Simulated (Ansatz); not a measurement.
# Cu_i (void) in GaN (P6_3mc): charge-transition levels and formation energies, part 2 of 2

Charge states of Cu_i (void) in GaN (P6_3mc), set against the band edges. Model: a cell of 72 host atoms with 1 Cu put in.

Ansatz; place-levels on r2SCAN runs: charge-transition levels and formation energies with image-charge correction and potential alignment at the atomic sites; PAW set soft_1.

So far: The structure; The runs of each charge state.

**3. place-levels, r2SCAN**

A charged cell interacts with its images and the background, and its potential has another zero than the host's. place-levels removes the first by a point-charge model, screened by the static dielectric constant since the ions have relaxed around the charge, and the second by comparing potentials at atoms far from the defect.

The host is a run of the defect-free crystal in the same cutoffs, grids and k-points, so that basis and sampling errors cancel in part in the differences. The host is run in a cell of 4 atoms on a matching mesh. Its band edges are searched through the zone by a band path, so the gap is smaller than, or equal to, that on the mesh. Chemical potentials are energies per atom of Cu (fcc), run with the same functional and cutoff.

Input file levels.point.yaml:

```yaml
host:
  run: host.point.run
states: [q0_M1.point.run, qp1.point.run, qp2_M1.point.run]
geometry_from:
  q0_M1.point.run: q0_M1.relax.run
  qp1.point.run: qp1.relax.run
  qp2_M1.point.run: qp2_M1.relax.run
  host.point.run: host.relax.run
chemical_potentials:
  Cu:
    energy: -6631.253193
    dataset: "<sha256 of the dataset>"
epsilon: [5.83, 5.83, 6.02]
static_epsilon: [10.1, 10.1, 11.19]
vertical:
  - { from: qp1.point.run, to: qp1.point_neutral.run }
  - { from: qp2_M1.point.run, to: qp2_M1.point_neutral.run }
```

On the command line:

```console
> ansatz place-levels levels.point.yaml -- --threads 4 --pin off --max-ram 15073MiB
```

The log of the run:

```text
[... repeated set-up lines and file paths are left out, and long positions are rounded to six places ...]
(+2/+1) 0.000 eV above the valence edge (-0.486 eV without the band-filling correction), 2.352 eV under the conduction edge
(+1/0) 2.542 eV above the valence edge (+3.237 eV without the band-filling correction), in the conduction band
formation energy of charge +2: +2.998 eV with the Fermi level at the valence edge
formation energy of charge +1: +2.998 eV with the Fermi level at the valence edge
formation energy of charge 0: +5.540 eV with the Fermi level at the valence edge
vertical +1 to 0: no energy, since no alignment is typed
  the change from vertical[0].from (qp1.point.run) to vertical[0].to (qp1.point_neutral.run): by its potential at epsilon [5.83, 5.83, 6.02] it stands at 0.665 0.670 0.142, with an rms radius of about 5.0 Å (2.7 2.7 3.2 Å across the planes of the cell's [...]
vertical +2 to 0: no energy, since no alignment is typed
  the change from vertical[1].from (qp2_M1.point.run) to vertical[1].to (qp2_M1.point_neutral.run): by its potential at epsilon [5.83, 5.83, 6.02] it stands at 0.699 0.637 0.171, with an rms radius of about 3.9 Å (2.2 2.2 2.2 Å across the planes of the cell's [...]
  edges by r2scan, gap 2.352 eV; the host is sampled to repeats of 19.10 Å
  the defect's cells are sampled to repeats of 19.10 Å, like sampling
  charge +2: -156996.7833 eV with its correction of +1.282 eV, at epsilon [10.1, 10.1, 11.19], aligned at sites: +0.2125 eV, mean over 36 atomic sites at or beyond 4.77 Å from the defect at [0.6667, 0.6667, 0.0938], with +0.000000 for the charge's moments and [...]
  states[2] (qp2_M1.point.run): levels filled in part (TS 0.002 eV): its energy is of no whole electron's
  charge +1: -156987.7996 eV with its correction of +0.476 eV, at epsilon [10.1, 10.1, 11.19], aligned at sites: +0.2636 eV, mean over 36 atomic sites at or beyond 4.77 Å from the defect at [0.6667, 0.6667, 0.0938], with +0.000000 for the charge's moments and [...]
  charge 0: +0.000 eV for its dipole among its images, +0.002 omitted
  of states[2] (qp2_M1.point.run): it parts from the run at its places by a charge that spreads by about 2.2 Å along one vector (1.4 Å or more is wide), by its potential at epsilon [5.83, 5.83, 6.02], taken for that of held ions (one typed too small widens [...]
  of states[1] (qp1.point.run): how wide its charge is, is not read beside other atoms or cores, and a band state would take no correction. [...]
  of states[0] (q0_M1.point.run): a band-filling correction moves a carrier to the host's band edge, which changes its energy by -0.695 eV; its displacements don't fall off away from the defect: farther atoms stand 0.015 Å off the host's places. [...]
  of vertical[0].from (qp1.point.run): its displacements don't fall off away from the defect: farther atoms stand 0.014 Å off the host's places. [...]
  of vertical[0].to (qp1.point_neutral.run): its displacements don't fall off away from the defect: farther atoms stand 0.014 Å off the host's places. [...]
  vertical[1].from (qp2_M1.point.run): levels filled in part (TS 0.002 eV): its energy is of no whole electron's
  of vertical[1].from (qp2_M1.point.run): its displacements don't fall off away from the defect: farther atoms stand 0.02 Å off the host's places. [...]
  of vertical[1].to (qp2_M1.point_neutral.run): its displacements don't fall off away from the defect: farther atoms stand 0.02 Å off the host's places. [...]
```

Run time: 0.35 s. Hardware: 4 threads of Arm Neoverse V2, shared host.

Levels between the charges placed, in eV above the valence top:

|  | gap (eV) | (+2/+1) | (+1/0) |
| --- | --- | --- | --- |
| r2SCAN | 2.35 | 0.00 | 2.54 |

Corrections by state:

| charge | moment (μB) | image terms and alignment (eV) | band filling (eV) | ε used | over the lowest of its charge, as the program ranks them, band filling apart (eV) |
| --- | --- | --- | --- | --- | --- |
| +2 | 1.0 | 1.282 | -0.486 | principal values (10.10, 10.10, 11.19) | 0.000 |
| +1 | 0.0 | 0.476 | - | principal values (10.10, 10.10, 11.19) | 0.000 |
| 0 | 1.0 | 0.000 | -0.695 | - | 0.000 |

The charged structures listed were also run neutral, and place-levels reads from each pair, by the potential or the spins, how wide the charge is by which they differ; that can be the carrier of either run.

| charge | rms radius (Å) | spread where it is widest against the cell (Å) | wide from (Å) | reading |
| --- | --- | --- | --- | --- |
| +2 | 3.9 | 2.22 | 1.43 | wide |
| +1 | 5.0 | 2.70 | 1.43 | wide |

The neutral runs of these pairs need not share the spin of the lowest neutral state, and very wide values only mean spread over the cell.

From the program's caveats on the states, each cut to its opening words:

- charge +2 (1 μB): it parts from the run at its places by a charge that spreads by about 2.2 Å along one vector (1.4 Å or more is wide), by its potential at epsilon [5.83, 5.83, [...]
- charge +2 (1 μB): a band-filling correction moves a carrier to the host's band edge, which changes its energy by -0.486 eV
- charge +2 (1 μB): its displacements don't fall off away from the defect: farther atoms stand 0.02 Å off the host's places
- charge +2 (1 μB), 0 (1 μB): flagged: stability check not made
- charge +1: how wide its charge is, is not read beside other atoms or cores, and a band state would take no correction
- charge +1: its displacements don't fall off away from the defect: farther atoms stand 0.014 Å off the host's places
- charge 0 (1 μB): a band-filling correction moves a carrier to the host's band edge, which changes its energy by -0.695 eV
- charge 0 (1 μB): its displacements don't fall off away from the defect: farther atoms stand 0.015 Å off the host's places
- charge 0 (1 μB): its moments are held at its close (magnetization.spin_locking), by a field of 0.178 eV a Bohr magneton, and its energy and levels are of the state that this [...]

The host's formation energy from the elements is -0.653 eV per atom; it sets how far the chemical potentials can move.

Limit set by the element alone; other compounds of these elements are not counted. Chemical potentials from the elements' reference states: Ga 0.00 eV, N -1.31 eV, Cu 0.00 eV. Formation energies (Ga-rich), with the Fermi level at the valence top and at the conduction bottom (gap 2.35 eV):

| charge | at valence top (eV) | at conduction bottom (eV) | correction included (eV) |
| --- | --- | --- | --- |
| +2 | 3.00 | 7.70 | 0.80 |
| +1 | 3.00 | 5.35 | 0.48 |
| 0 | 5.54 | 5.54 | -0.70 |

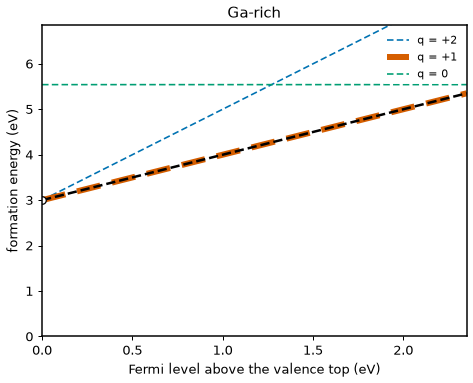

Formation energy against Fermi level; the thick line follows the lowest charge state and circles mark the transition levels.

Limit set by the element alone; other compounds of these elements are not counted. Chemical potentials from the elements' reference states: N 0.00 eV, Ga -1.31 eV, Cu 0.00 eV. Formation energy by charge state (N-rich; gap 2.35 eV):

| charge | at valence top (eV) | at conduction bottom (eV) | correction included (eV) |
| --- | --- | --- | --- |
| +2 | 3.00 | 7.70 | 0.80 |
| +1 | 3.00 | 5.35 | 0.48 |
| 0 | 5.54 | 5.54 | -0.70 |

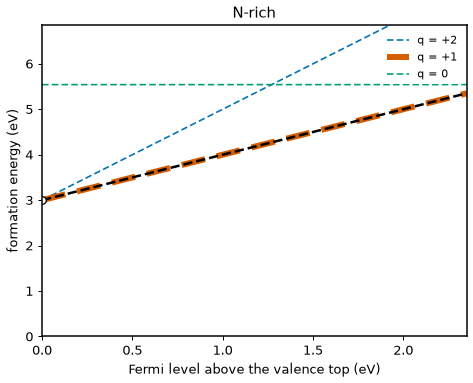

Formation energy against Fermi level; the thick line follows the lowest charge state and circles mark the transition levels.

**4. Effect of the sampling**

The relaxations' own energies give the levels at their sampling, for comparison.

Input file levels.relax_mesh.yaml:

```yaml
host:
  run: host.relax.run
states: [q0_M1.relax.run, qp1.relax.run, qp2_M1.relax.run]
chemical_potentials:
  Cu:
    energy: -6631.253193
    dataset: "<sha256 of the dataset>"
```

On the command line:

```console
> ansatz place-levels levels.relax_mesh.yaml -- --threads 4 --pin off --max-ram 15073MiB
```

The log of the run:

```text
[...]
formation energy of charge +2: +2.960 eV with the Fermi level at the valence edge
formation energy of charge +1: +2.960 eV with the Fermi level at the valence edge
formation energy of charge 0: +5.501 eV with the Fermi level at the valence edge
  edges by r2scan, gap 2.361 eV; the host is sampled to repeats of 14.10 Å
[... the lines on each state left out ...]
```

Run time: 0.11 s. Hardware: 4 threads.

Levels between neighbouring charges, in eV above the valence top:

|  | gap (eV) | (+2/+1) | (+1/0) |
| --- | --- | --- | --- |
| one point at (¼, ¼, ¼) | 2.36 | 0.00 | 2.54 |
| a 2×2×2 shifted mesh | 2.35 | 0.00 | 2.54 |

Going from one point at (¼, ¼, ¼) to a 2×2×2 shifted mesh moves formation energies against the elements by up to 0.04 eV; band-filling terms, which differ between samplings, are in these energies.

**5. Results**

```json
{
  "gap of the host": "2.35 eV (r2SCAN)",
  "level (plus 2/plus 1)": "0.00 eV above the valence top (-0.49 eV above the valence top without the band-filling term)",
  "level (plus 1/0)": "2.54 eV above the valence top, past the conduction bottom (3.24 eV above the valence top without the band-filling term)",
  "lowest of the charges placed, just above the valence top (0.02 eV)": "+1",
  "lowest of the charges placed, just below the conduction bottom (0.02 eV)": "+1",
  "lowest formation energy at mid-gap of the charges run, Ga-rich": "4.17 eV",
  "lowest formation energy at mid-gap of the charges run, N-rich": "4.17 eV"
}
```

Of the charges placed (0, +1 and +2), +1 is the lowest from 0.02 eV above the valence top to 0.02 eV below the conduction bottom, a gap of 2.35 eV. Charges below 0 were not placed, so these runs say nothing of levels that involve them. States placed: +2 at 1 μB; +1 at 0 μB; 0 at 1 μB. Other spin states or structures, where not listed, weren't placed. The program finds carriers beyond a band edge of the host and adds a band-filling term at charge 0 (-0.70 eV) and +2 (-0.49 eV); steps to such a charge show no bound level, and a defect level inside a band would be read the same way. Cu is taken at its element; compounds, which aren't counted here, bound the chemical potentials and would shift these formation energies. Going from one point at (¼, ¼, ¼) to a 2×2×2 shifted mesh moves formation energies against the elements by up to 0.04 eV; band-filling terms, which differ between samplings, are in these energies. Limits: r2SCAN makes the gap too small and tends to spread out bound carriers; where a gas molecule sets a chemical potential or the host's formation energy, its binding is uncorrected; force components of up to 0.39 eV/Å remain in a run at the final settings.

Calculation against experiment:

| quantity | measured | r2SCAN |
| --- | --- | --- |
| band gap (least gap of the host) (eV) | 3.51 | 2.35 (-1.16 eV) |

Measured values from arxiv:1708.04036 (2017).

How well it matches: The band gap is off by -1.16 eV: a clear miss. Local and semilocal functionals usually give gaps below the measured ones. Zero-point and thermal motion shift the measured gap.

[Logs are printed without paths, hosts, clocks, repeated set-up lines and the standing remarks that a program may print on its own settings, such as how far it seeks lower states.]

[Hosts, paths, dates, database ids (printed as entryN), source tags and the programs' standing remarks are cut or masked in the printed files.]

[Where a table of states has a column of steps, it counts the stored structures, which are thinned; the runs took as many ionic steps or more.]

[A defect's name tells the site on which it was built; relaxed atoms can leave that site.]

[For some hosts the program warned that the k-mesh of the response run may be too coarse for force constants and the static dielectric constant; such warnings are not shown here.]
